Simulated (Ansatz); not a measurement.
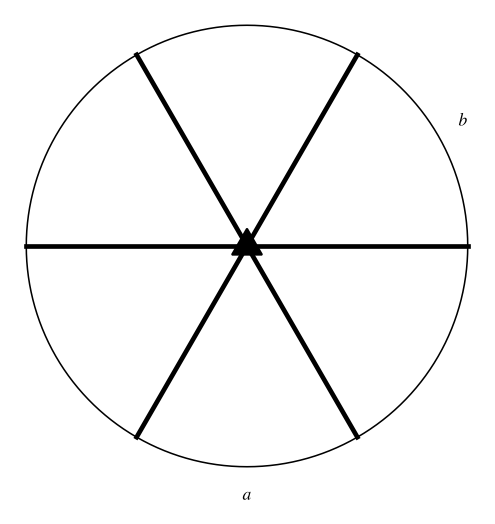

Stereographic projection: heavy lines are mirror planes (a heavy rim: a mirror in the plane of the page); lens, triangle, square and hexagon are 2-, 3-, 4- and 6-fold axes, a lens in an open square is −4, a triangle in an open hexagon −6; thin dashed diameters join the ends of axes that lie in the page; a small open circle marks inversion. The c axis points at the viewer. Computed from the symmetry operations of a computed or model structure of composition BN.

Q: Name the crystal class.

A: 3m (C3v), order 6, trigonal system: one threefold axis, three mirror planes.

Q: Which physical properties does it allow?

A: It is not centrosymmetric; polar, so pyroelectricity and piezoelectricity are allowed; it is not chiral.
